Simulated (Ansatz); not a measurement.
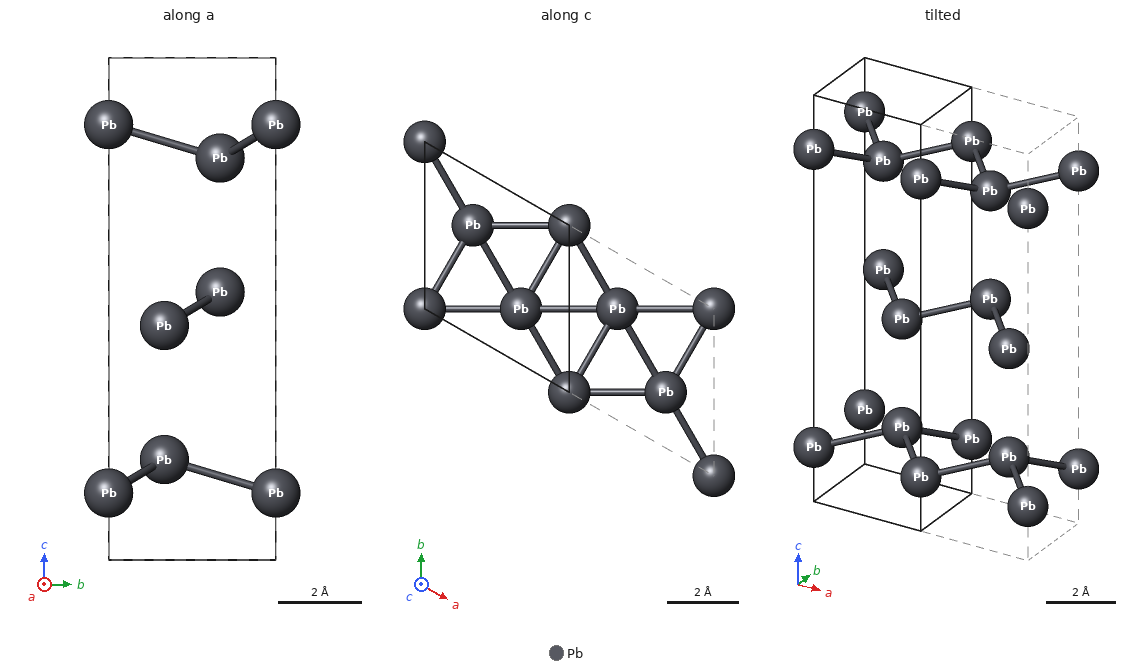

Crystal structure, ball-and-stick style, seen along the a axis, along the c axis and slightly off an axis. A block of 2×1×1 cells is shown, with one conventional unit cell in solid outline. Cell: a = 4.705 Å, b = 4.705 Å, c = 12.240 Å, α = 90.00°, β = 90.00°, γ = 120.00°.

The element is lead. It belongs to space group R-3m (No. 166) and has a rhombohedral (trigonal R) lattice. The cell holds six atoms. Pb is coordinated by three Pb in a trigonal pyramidal arrangement at about 2.8 Å. The bonds build Pb layers parallel to (001).

The cell started as a structure listed in the Materials Project. The cell was then strained or its atoms displaced on purpose. A calculation with Ansatz used it as input.

At this level of theory the cell isn't at rest (forces up to 0.6 eV/Å), so its distances can differ from those at equilibrium, the more so the softer the solid.
